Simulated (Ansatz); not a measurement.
## Electronic structure of TiAl in real space

```
Ti Al
1.0
     2.90502    0.00000    0.00000
    -1.45251    2.51583    0.00000
     0.00000    0.00000    4.68717
Ti Al
1 1
Direct
  0.00000 0.00000 0.00752
  0.33333 0.66667 0.48666
```

Space group P3m1; a structure from a database of computed crystals, not necessarily the ambient phase; changed on purpose from its base cell (mode 6 frozen in at -0.062 Å, equal normal strain along x, y and z +0.0083); not relaxed (largest force 0.6 eV/Å); computed pressure about −2 GPa in this cell; computed without spin polarisation.

All numbers below come from DFT PBE, scalar-relativistic, plane waves, PAW (Ansatz).

In a PAW calculation such maps are meaningful between the atoms, not at the nuclei.

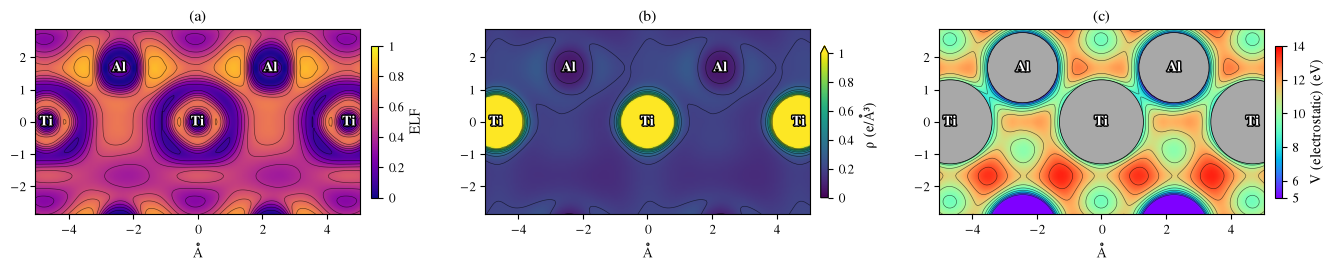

Figure 1. (a) ELF; (b) valence pseudo-density; (c) electrostatic potential (local pseudopotential plus Hartree) felt by an electron on the (110) plane of the conventional cell. Grey discs cover the atomic cores in the potential map.

Question: Describe what can be read from this map.

Answer: Atoms in the plane: Ti and Al. Ti–Al (2.80 Å): ρ is about 0.21 e/Å³ halfway; the ELF is about 0.40 at the midpoint. Ti–Al (2.96 Å): ρ is about 0.18 e/Å³ halfway; the ELF is about 0.40 at the midpoint. Between the atoms the lowest density in this plane is 0.12 e/Å³. The features right at Ti lie inside the PAW spheres, where the map follows smoothed inner orbitals and isn't to be read closely. Outside the cores the potential energy rises away from the atoms and is highest about 2.0 Å from the nearest atoms; its zero is arbitrary.

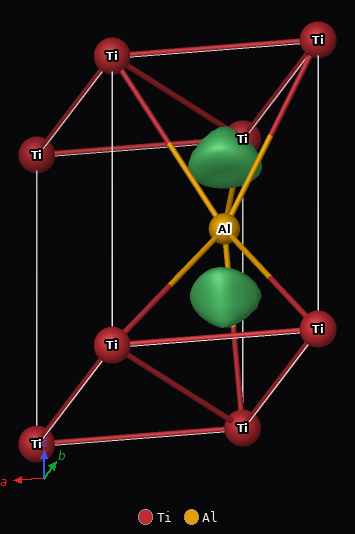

Figure 2. Isosurface of the ELF at 0.75 (green), seen at an oblique angle. Core shells and regions of very low density are left out. Sticks mark near contacts.

Question: Where are the electrons localised?

Answer: The ELF exceeds this value in two pockets between the atoms, centred on no nucleus (multi-centre or interstitial), counted in one cell of 2 atoms. Regions shared between cells count once.


 Ti–Ti (2.91 Å): the ELF is about 0.30 at the midpoint: no shared electron pair shows on this line.

Question: Metal or insulator at this level of theory?

Answer: It is gapless in this calculation (a metal or semimetal).
